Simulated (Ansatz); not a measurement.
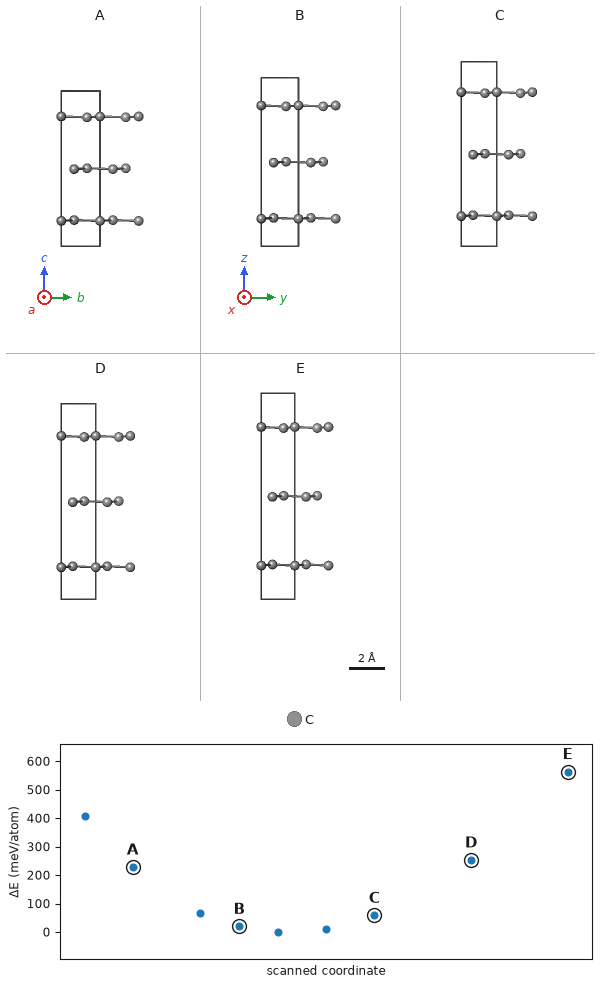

Frames of a one-coordinate scan of solid C (R-3m). x, y and z are the Cartesian axes of the input. Style: ball-and-stick. Shown: the conventional cell (3 times the calculation's cell), repeated 2 × 2 × 1 with one cell outlined, along the a axis. Lengths and directions refer to the drawn axes.

These are results of Ansatz 0.2.0, DFT LDA, scalar-relativistic, plane waves, PAW, not measurements. (plane-wave cutoff 420 eV; k-point mesh 12 × 12 × 12; occupations gaussian; smearing width 0.05 eV; no spin polarisation). Energies (free energies at the smearing named) are counted from the cell as listed in its source, which wasn't relaxed.

> What is being scanned?

The ratio of the cell's length along z to its lengths across, counted as 1 for the reference, is changed at fixed volume (a c/a path), with the atoms kept at their fractional coordinates. In the frames the relative ratio is 0.85 (A), 0.96 (B), 1.10 (C), 1.20 (D), 1.30 (E). The lowest computed point lies at the relative ratio 1.00 (0 meV/atom). The end points stand at 409 meV/atom (0.80) and 564 meV/atom (1.30). The unrelaxed reference is under a pressure of −4.1 GPa. The distortion keeps the space group R-3m. At the relative ratio 1.30 the cell of the drawing goes a 2.456 → 2.250 Å, b 2.456 → 2.250 Å, c 10.041 → 11.960 Å.

Limits of the set-up: layers or molecules are held without a dispersion correction, so their spacing is unreliable.
